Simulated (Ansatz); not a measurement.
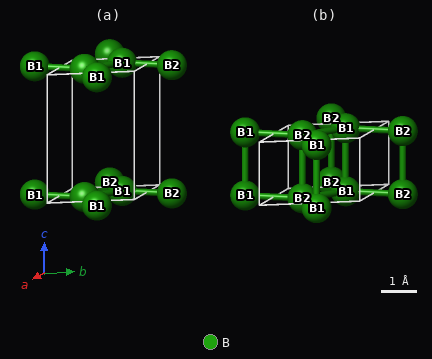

The structure of solid B (a generated structure, set up in P6/mmm) (coarse preliminary run) before (left) and after (right) a relaxation, at one scale.

The picture is a ball-and-stick view of the cell of the calculation, seen slightly off an axis.

Case: C → B on all its sites, cell and atoms relaxed.

These are results of DFT PBE+D3(BJ), scalar-relativistic, plane waves, PAW (Ansatz 0.2.0), not measurements. Settings: plane-wave cutoff 420 eV; k-point mesh 12 × 12 × 6; occupations gaussian; smearing width 0.1 eV; no spin polarisation; cell and atoms relaxed; force threshold 0.05 eV/Å; at most 60 steps.

**Summarise the run.**

The atoms keep their places relative to the cell (all moves are under 0.005 Å). The drawn cell changes as follows: a = b 2.620 → 3.011 Å (+14.9 %), c 3.792 → 1.866 Å (−50.8 %); the volume changes by −35.0 %. Near-neighbour distances that change, for instance: B1–B1 3.792 → 1.866 Å, B1–B2 1.512 → 1.739 Å. The space group stays P6/mmm (No. 191). Over 15 accepted moves (18 points after the start) the energy falls by 2.149 eV per cell of the calculation. All forces vanish by symmetry, so only the cell relaxes. The pressure goes from 44.38 to −0.01 GPa. The line search rejected the trial step at point 16 of the run. At 2 points the geometry stayed and the basis and grid were re-selected for the new cell (energy shift of 20.7 meV per cell of the calculation at most each time). The run took 17 s on 1 thread of Arm Neoverse V2, with other jobs on the host, peak memory 0.27 GiB.
